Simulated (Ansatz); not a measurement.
Structure data:

```
CELL_PARAMETERS angstrom
6.13803 0.00000 0.00000
0.00000 6.13803 0.00000
0.00000 0.00000 5.04045
ATOMIC_POSITIONS crystal
Ta 0.33742 0.16258 0.50000
Ta 0.83742 0.33742 0.50000
Ta 0.16258 0.33742 0.00000
Ta 0.66258 0.16258 0.00000
Si 0.00000 0.00000 0.25000
Si 0.00000 0.00000 0.75000
Ta 0.83742 0.66258 0.00000
Ta 0.33742 0.83742 0.00000
Ta 0.66258 0.83742 0.50000
Ta 0.16258 0.66258 0.50000
Si 0.50000 0.50000 0.75000
Si 0.50000 0.50000 0.25000
```

What would you see if this were drawn?

Chemical formula Ta2Si. It is body-centred tetragonal, space group I4/mcm (No. 140). Cell content 8 Ta, 4 Si; Z = 4.

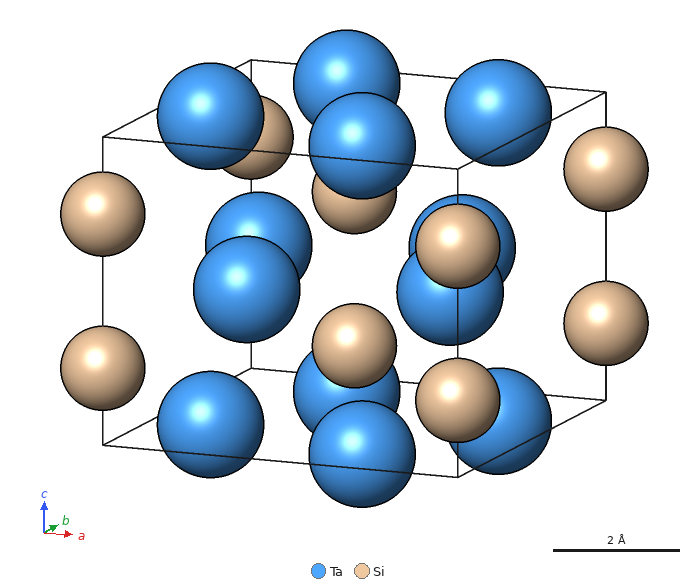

Spheres-only model, viewed slightly off an axis. One conventional unit cell is outlined, and atoms on its boundary appear in each equivalent place.

The initial geometry was a structure listed in the Materials Project. Atoms and cell were optimised with DFT PBEsol, scalar-relativistic, plane waves, PAW in Ansatz.
